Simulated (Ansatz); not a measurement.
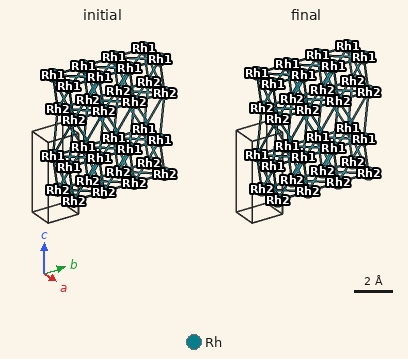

The structure of a crystal of Rh (set up in P6_3/mmc) before (left) and after (right) a relaxation, at one scale.

A ball-and-stick model of the cell of the calculation, repeated 2 × 4 × 2 with one cell outlined, seen slightly off an axis.

Case: biaxial strain in the a-b plane of -6.0 %; c and atoms relaxed.

Level of theory: DFT PBEsol, scalar-relativistic, plane waves, PAW in Ansatz 0.2.0.

Input file:
```yaml
crystal:
  lattice:
    - [2.5274119196, 0.0, 0.0]
    - [-1.2637059598, 2.1888029282, 0.0]
    - [0.0, 0.0, 4.4848649728]
  atoms:
    - { symbol: Rh, position: [0.6666666667, 0.3333333333, 0.75] }
    - { symbol: Rh, position: [0.3333333333, 0.6666666667, 0.25] }
basis:
  ecutwfc: 420
kpoints:
  mp_grid: { grid: [24, 24, 12] }
hamiltonian:
  xc: pbesol
scf:
  occupations: { method: gaussian, width: 0.1 }
output:
  forces: true
  stress: true
  eigenvalues: true
relax:
  adjacent_minimum: "off"
  f_tol: 0.008
  max_steps: 40
  cell: { stress_tol: 0.015, fix: [a, b, gamma] }
```

Run as
```bash
ansatz run input.yaml --threads 1 --pin off --max-ram 2560MiB --backend cpu --events-out ev --progress --plain --runs-dir out
```

**Describe what moved and what it gained.**

Over 4 accepted moves (6 points after the start) the energy falls by 8.7 meV per cell of the calculation. All forces vanish by symmetry, so only the cell relaxes. Pressure: 35.61 GPa at the start and 30.51 GPa at the end. The SCF was repeated twice at an unchanged geometry on a basis and grid sized afresh for the cell, which shifted the energy by 0.3 meV per cell of the calculation at most. The atoms keep their places relative to the cell (all moves are under 0.005 Å). The drawn cell changes as follows: a = b unchanged at 2.527 Å, c 4.485 → 4.549 Å (+1.4 %); the volume changes by +1.4 %. Among the contacts that change: Rh1–Rh2 2.675 → 2.702 Å. The space group stays P6_3/mmc (No. 194). The run took 69 s on 1 thread of Arm Neoverse V2, with other jobs on the host, peak memory 0.46 GiB.
